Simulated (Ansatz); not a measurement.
Input file:

```
crystal:
  lattice:
    - [2.59330443, 0.0, 0.0]
    - [-1.296652215, 2.2458675161, 0.0]
    - [0.0, 0.0, 4.2270862209]
  atoms:
    - { symbol: Zn, position: [0.0, 0.0, 0.0] }
    - { symbol: Zn, position: [0.0, 0.0, 0.5] }
    - { symbol: O, position: [0.3333333333, 0.6666666667, 0.25] }
    - { symbol: O, position: [0.6666666667, 0.3333333333, 0.75] }
kpoints:
  mp_grid: { grid: [9, 9, 6] }
hamiltonian:
  xc: pbesol
scf:
  occupations: { method: fermi_dirac, width: 0.03 }
relax:
  f_tol: 0.01
  cell: {}
  max_steps: 120
output:
  write_density: true
  write_potential: true
  elf: true
  volumetric_format: npy
```

Command:

```sh
ansatz run input.yaml --threads 2 --pin off --max-ram 2211MiB --backend cpu --events-out ev --progress --plain --runs-dir out
```

Below, planes, directions and counts refer to the conventional cell (a = 2.98 Å, b = 2.98 Å, c = 5.12 Å, α = 90.00°, β = 90.00°, γ = 120.00°).

The fields are those of the run's last geometry, not of the input's.

Space group P6₃/mmc; started from the NiAs prototype, which need not be the ambient phase.

Computed with DFT, PBEsol, plane waves, PAW in Ansatz 0.2.0.

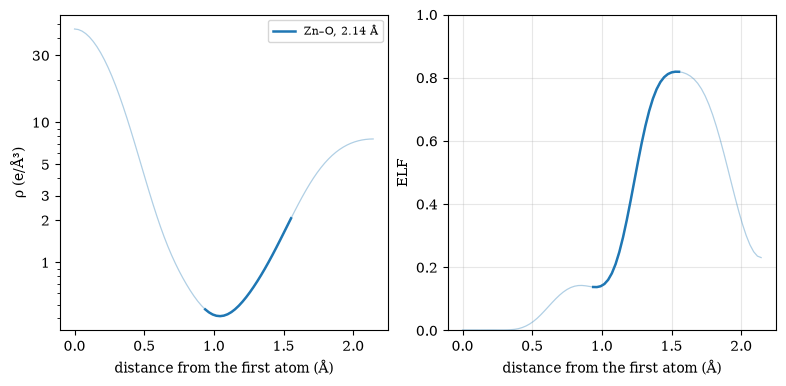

ZnO. Valence electron density and ELF along straight lines between neighbouring atoms. Thin, pale parts lie inside the atomic spheres.

Core electrons are frozen (PAW), and the valence fields are smoothed inside the atomic spheres.

> What can be read from the curves?

Zn–O (2.14 Å): ρ at the midpoint is about 0.42 e/Å³; the ELF peaks at about 0.80 in the valence shell of O, 0.6 Å from its nucleus, and is about 0.20 at the midpoint; no localised pair shows between them.
